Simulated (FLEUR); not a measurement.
## A series of single points on Sb

System: Sb (1 atom in the cell).
Method: Kohn-Sham DFT of a periodic cell, PBEsol, all-electron, no spin polarisation (FLEUR MaX-R8.1 (later development tree)).

The 7 runs differ only in the geometry, by an even scaling of the cell at fixed fractional positions. The structure derives from a Materials Project entry.

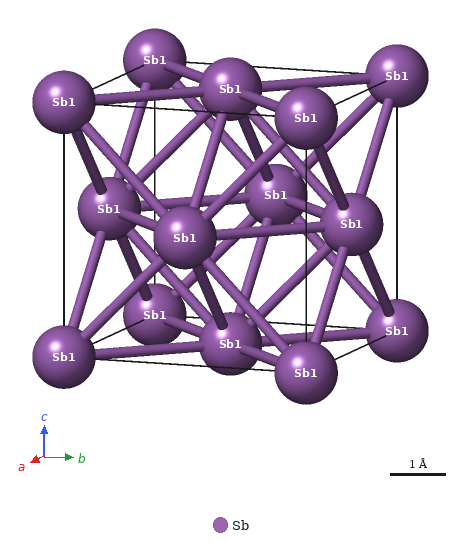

Figure 1. The structure of run 4 (ball-and-stick view of the cell 4 times as large as that of the calculation, set on its symmetry axes, seen slightly off an axis; atoms are numbered from 1 in the order of the input). An atom can appear more than once, as a periodic image.

**Input of run 4**
```
<?xml version="1.0" encoding="UTF-8" standalone="no"?>
<fleurInput fleurInputVersion="0.39">
   <comment>
      Sb                                                                                                  
   </comment>
   <calculationSetup>
      <cutoffs Kmax="4.1" Gmax="12.7" GmaxXC="12.7" numbands="0"/>
      <scfLoop itmax="60" minDistance="0.00001" maxIterBroyd="15" imix="Anderson" alpha="0.05" precondParam="0.0" spinf="2.0" sdNocoIR="T"/>
      <coreElectrons ctail="T" frcor="F" kcrel="0" coretail_lmax="0"/>
      <xcFunctional name="PBEs" relativisticCorrections="F"/>
      <magnetism jspins="1"/>
      <soc l_soc="F" theta="0.0" phi="0.0" spav="F"/>
      <expertModes spex="0" secvar="F"/>
      <geometryOptimization l_f="T" forcealpha="1.0" forcemix="BFGS" epsdisp="0.0005" epsforce="0.0002"/>
      <ldaU l_linMix="F" mixParam="0.05" spinf="1.0"/>
   </calculationSetup>
   <cell>
      <bzIntegration valenceElectrons="21.0" mode="hist" fermiSmearingEnergy="0.00183747">
         <kPointListSelection listName="default-1"/>
         <!-- k-points included here -->
         <xi:include xmlns:xi="http://www.w3.org/2001/XInclude" href="kpts.xml"> </xi:include>
      </bzIntegration>
      <!-- symmetry operations included here -->
      <xi:include xmlns:xi="http://www.w3.org/2001/XInclude" href="sym.xml"> </xi:include>
      <bulkLattice scale="1.0">
         <bravaisMatrix>
            <row-1>    0.0000000000000000     4.4809989408298998     4.4809989408298998</row-1>
            <row-2>    4.4809989408298998     0.0000000000000000     4.4809989408298998</row-2>
            <row-3>    4.4809989408298998     4.4809989408298998     0.0000000000000000</row-3>
         </bravaisMatrix>
      </bulkLattice>
   </cell>
   <atomSpecies>
      <species name="Antimony (Sb)" element="Sb" atomicNumber="51">
         <mtSphere radius="2.66" gridPoints="879" logIncrement="0.015"/>
         <atomicCutoffs lmax="10" lnonsphr="10"/>
         <electronConfig flipSpins="F">
            <coreConfig>(1s1/2) (2s1/2) (2p1/2) (2p3/2) (3s1/2) (3p1/2) (3p3/2) (4s1/2) (3d3/2) (3d5/2)</coreConfig>
            <valenceConfig>(4p1/2) (4p3/2) (5s1/2) (4d3/2) (4d5/2) (5p1/2) (5p3/2)</valenceConfig>
            <stateOccupation state="(5p1/2)" spinUp="0.500000" spinDown="0.500000"/>
            <stateOccupation state="(5p3/2)" spinUp="1.000000" spinDown="1.000000"/>
         </electronConfig>
         <energyParameters s="5" p="5" d="5" f="4"/>
         <lo type="SCLO" l="1" n="4" eDeriv="0"/>
         <lo type="SCLO" l="1" n="4" eDeriv="1"/>
         <lo type="SCLO" l="2" n="4" eDeriv="0"/>
         <lo type="SCLO" l="2" n="4" eDeriv="1"/>
         <lo type="SCLO" l="0" n="5" eDeriv="2"/>
         <lo type="SCLO" l="3" n="4" eDeriv="2"/>
      </species>
   </atomSpecies>
   <atomGroups>
      <atomGroup species="Antimony (Sb)">
         <relPos label="                   1">.0000000000 .0000000000 .0000000000</relPos>
         <force calculate="T" relaxXYZ="TTT"/>
      </atomGroup>
   </atomGroups>
   <output dos="F" band="F" slice="F">
      <checks vchk="F" cdinf="F"/>
      <bandDOS minEnergy="-.5*Htr" maxEnergy="0.5*Htr" sigma="0.015" storeEVData="T"/>
      <vacuumDOS vacdos="F" integ="F" star="F" nstars="0" locx1="0.0" locy1="0.0" locx2="0.0" locy2="0.0" nstm="0" tworkf="0.0"/>
      <unfoldingBand unfoldBand="F" supercellX="1" supercellY="1" supercellZ="1"/>
      <plotting iplot="0" polar="F">
         <plot TwoD="T" vec1="  1.0  0.0  0.0" vec2="  0.0  1.0  0.0" vec3="  0.0  0.0  1.0" zero="  0.0  0.0  0.0" file="plot"/>
      </plotting>
      <chargeDensitySlicing numkpt="0" minEigenval="0.0" maxEigenval="0.0" nnne="0" pallst="F"/>
      <specialOutput eonly="F"/>
      <moessbauerParams electricFieldGradient="T" isomerShift="T" coreHyperfine="T" valenceHyperfine="T"/>
      <magneticCircularDichroism mcd="F" energyLo="-10.0" energyUp="0.0"/>
   </output>
  <!-- We include the file relax.xml here to enable relaxations (see documentation) -->
  <xi:include xmlns:xi="http://www.w3.org/2001/XInclude" href="relax.xml"> <xi:fallback/> </xi:include>
</fleurInput>
```

Command:
```bash
inpgen -f crystal.txt -profile fastHighL; fleur_MPI
```

Lattice vectors (Å) and fractional positions of run 4:
```
   0.000000    2.371243    2.371243
   2.371243    0.000000    2.371243
   2.371243    2.371243    0.000000
Sb  0.000000  0.000000  0.000000
```

Run 2 has the same physical settings and fractional positions; its lattice vectors (Å) are:
```
   0.000000    2.339195    2.339195
   2.339195    0.000000    2.339195
   2.339195    2.339195    0.000000
```

**Results, with one run withheld**

```tsv
run	volume per atom (Å³)	free energy per atom, from the lowest run given (meV)
1	25.066	9.48
2	25.599	?
3	26.133	0.00
4	26.666	1.93
5	27.199	7.82
6	27.733	17.34
7	28.266	30.21
```

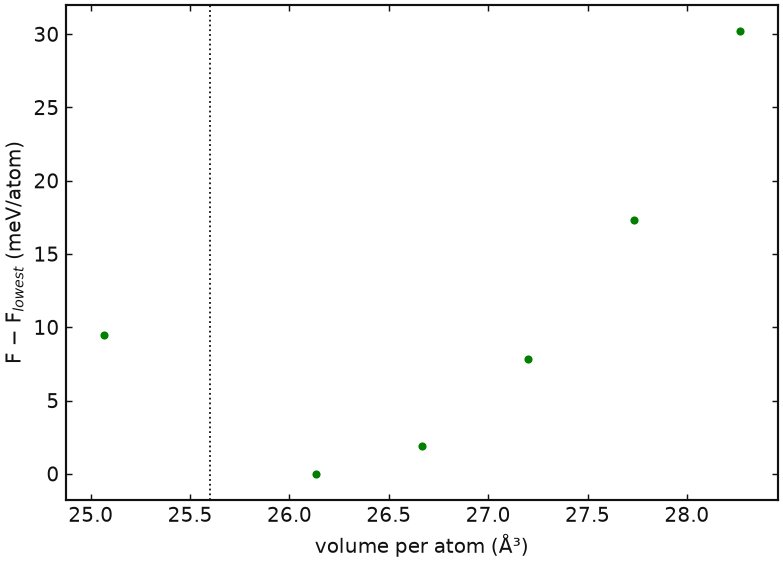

Figure 2. Free energy per atom of the runs given; the dotted line marks run 2.

Estimate the energy of run 2 from the others.

A cubic polynomial in V^(−2/3) (the Birch–Murnaghan form), fitted to the 6 runs given, misses them by at most 0.01 meV per atom. With x = V^(−2/3) − 0.11164 Å⁻², it reads F = 3.1273 − 3382.4 x + 9.2038e+05 x² − 3.2029e+06 x³ (meV per atom). At run 2 it gives 2.39 meV per atom, and the run itself gives 2.34. The fit has its minimum at 26.154 Å³ per atom, where V d²F/dV² gives 63.3 GPa: the bulk modulus at this level, since symmetry fixes the shape and the positions.

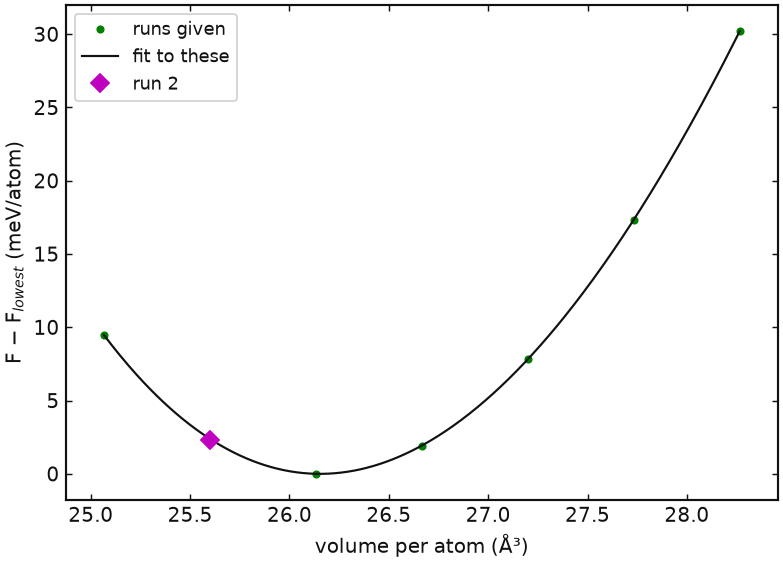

Figure 3. The fit and the withheld run.

**Output (run 2)**
```
Welcome to FLEUR        (www.flapw.de)
      MaX-Release 8.1          (www.max-centre.eu)

 ========== k-point set info ==========
 Selected k-point list: default-1
 k-point list type: mesh
 10 x 10 x 10
 Number of k points: 47

 ------------Calculation Setup---------------------------
 Number of MPI-tasks      :            1
 Number of PE/node        :            1
 Number of OMP-threads    :            1
 Most efficient MPI parallelization for:
           1          47
 Additional eigenvalue parallelization possible
 Number of basis functions:          252
 Approximate size of matrices (H+S) per k-point:         0.001 GB
 --------------------------------------------------------

 Iteration:     1   Distance:       4.81275322 me/bohr^3

 Iteration:     2   Distance:       4.50375397 me/bohr^3

 Iteration:     3   Distance:       1.33262570 me/bohr^3

 Iteration:     4   Distance:       0.12332988 me/bohr^3

 Iteration:     5   Distance:       0.11026356 me/bohr^3

 Iteration:     6   Distance:       0.00813204 me/bohr^3

 Iteration:     7   Distance:       0.00195499 me/bohr^3

 Iteration:     8   Distance:       0.00147328 me/bohr^3

 Iteration:     9   Distance:       0.00005142 me/bohr^3

 Iteration:    10   Distance:       0.00004551 me/bohr^3

 Iteration:    11   Distance:       0.00000203 me/bohr^3

 ********************************************************************
 Run finished successfully
 Stop message:
   all done
 ********************************************************************
```
